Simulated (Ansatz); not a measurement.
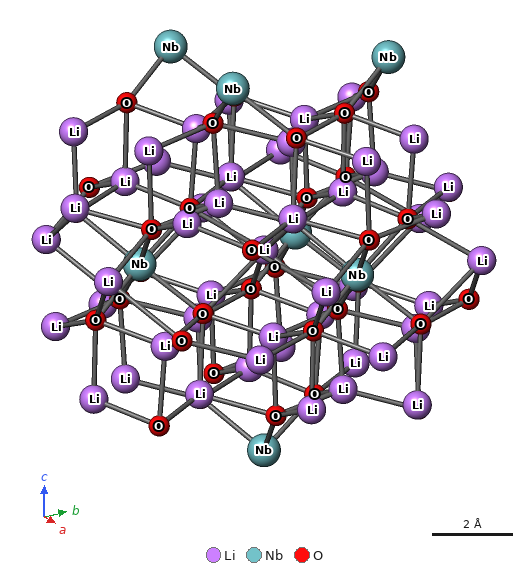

This is the input geometry for a relaxation of a crystal of Li₇NbO₆ (set up in R3). A ball-and-stick model of the atoms within 5.8 Å of the atom that moves most (axes of the conventional cell (3 times the calculation's cell)), seen slightly off an axis. Lengths and directions refer to the drawn axes.

Case: the database's cell, atoms relaxed.

Computed with Ansatz, DFT r2SCAN, scalar-relativistic, plane waves, PAW.

The input:
```yaml
crystal:
  lattice:
    - [2.8051687724, 1.6195649459, 4.9247496334]
    - [-2.8051687724, 1.6195649459, 4.9247496334]
    - [0.0, -3.2391298917, 4.9247496334]
  atoms:
    - { symbol: Li, position: [0.49343, 0.725532, 0.123747] }
    - { symbol: Li, position: [0.235601, 0.931483, 0.489276] }
    - { symbol: Li, position: [0.931483, 0.489276, 0.235601] }
    - { symbol: Li, position: [0.654626, 0.654626, 0.654626] }
    - { symbol: Li, position: [0.123747, 0.49343, 0.725532] }
    - { symbol: Li, position: [0.725532, 0.123747, 0.49343] }
    - { symbol: Li, position: [0.489276, 0.235601, 0.931483] }
    - { symbol: Nb, position: [0.000212, 0.000212, 0.000212] }
    - { symbol: O, position: [0.639337, 0.884243, 0.230797] }
    - { symbol: O, position: [0.071598, 0.795317, 0.375719] }
    - { symbol: O, position: [0.795317, 0.375719, 0.071598] }
    - { symbol: O, position: [0.230797, 0.639337, 0.884243] }
    - { symbol: O, position: [0.884243, 0.230797, 0.639337] }
    - { symbol: O, position: [0.375719, 0.071598, 0.795317] }
basis:
  ecutwfc: 500
kpoints:
  mp_grid: { grid: [6, 6, 6] }
hamiltonian:
  xc: r2scan
scf:
  occupations: { method: gaussian, width: 0.02 }
output:
  forces: true
  stress: true
  eigenvalues: true
relax:
  adjacent_minimum: "off"
  f_tol: 0.01
  max_steps: 40
```

Run as
```bash
ansatz run input.yaml --threads 4 --pin off --max-ram 10240MiB --backend cpu --events-out ev --progress --plain --runs-dir out
```

Question: Predict the outcome.

Answer: The atom that moves furthest is Li4 (0.068 Å along +c). Largest moves by element: Li 0.068 Å, O 0.026 Å, Nb 0.022 Å. The cell doesn't change. Among the contacts that change: Li4–O10 2.398 → 2.452 Å, Li2–O9 1.958 → 2.001 Å, Li4–O12 2.120 → 2.082 Å, Li1–Li3 2.442 → 2.415 Å. Among the angles between lasting bonds that change: O9–Li4–O12 98.3° → 100.9°, O10–Li6–O14 122.0° → 124.0°. The space group stays R3 (No. 146). The energy falls by 2.9 meV per atom in 6 geometry steps. The largest force component goes from 0.46 to 0.002 eV/Å. Cost: 3.1 min on 4 threads of Intel(R) Xeon(R) Processor @ 2.50GHz (Skylake/Cascade Lake), on a shared host, peak memory 0.95 GiB.

After the run, drawn alike:

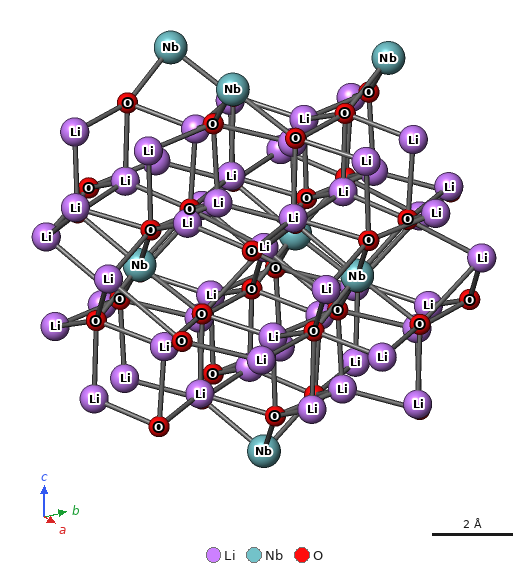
